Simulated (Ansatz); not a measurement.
Si

The calculation's input:

```
crystal:
  lattice:
    - [3.9845701589, 0.0, 0.0]
    - [-1.9922850795, 3.4507389808, 0.0]
    - [0.0, 0.0, 6.5859268802]
  atoms:
    - { symbol: Si, position: [0.3333333333, 0.6666666667, 0.0630095] }
    - { symbol: Si, position: [0.6666666667, 0.3333333333, 0.5630095] }
    - { symbol: Si, position: [0.3333333333, 0.6666666667, 0.4369905] }
    - { symbol: Si, position: [0.6666666667, 0.3333333333, 0.9369905] }
basis:
  ecutwfc: 500
kpoints:
  mp_grid: { grid: [12, 12, 6] }
hamiltonian:
  xc: r2scan
scf:
  occupations: { method: gaussian, width: 0.05 }
output:
  forces: true
  stress: true
  eigenvalues: true
  write_density: true
  write_potential: true
  elf: true
  volumetric_format: npy
```

Run with:

```sh
ansatz run input.yaml --threads 1 --pin off --max-ram 2560MiB --backend cpu --events-out ev --progress --plain --runs-dir out
```

Below, planes, directions and counts refer to the conventional cell (a = 3.98 Å, b = 3.98 Å, c = 6.59 Å, α = 90.00°, β = 90.00°, γ = 120.00°).

Space group P6₃/mmc; a structure from a database of computed crystals, not necessarily the ambient phase; changed on purpose from its base cell (strain +0.040 along x and y, +0.040 along z, atoms carried along); computed pressure about −9 GPa in this cell.

Theory: DFT r2SCAN, scalar-relativistic, plane waves, PAW (Ansatz).

What can the converged valence pseudo-density and electron localisation function tell about the bonding?

Answer. Si–Si (2.46 Å): the density is about 0.5 e/Å³ at the midpoint; the ELF peaks at about 0.95 between the atoms, as expected for localised, covalent bonding.

Does the calculation make it a metal, or give it a gap?

Answer. It is gapped, with a Kohn–Sham gap of 0.81 eV on the k-point mesh, an upper bound to the gap of this method.

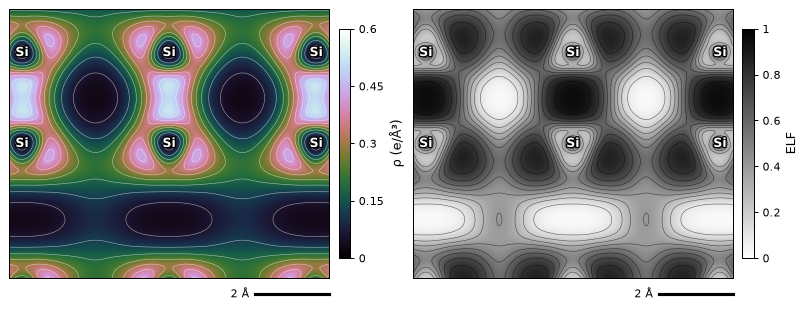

Computed valence pseudo-density and electron localisation function on the (100) plane of the conventional cell, in this order. 

In a PAW calculation such maps are meaningful between the atoms, not at the nuclei.
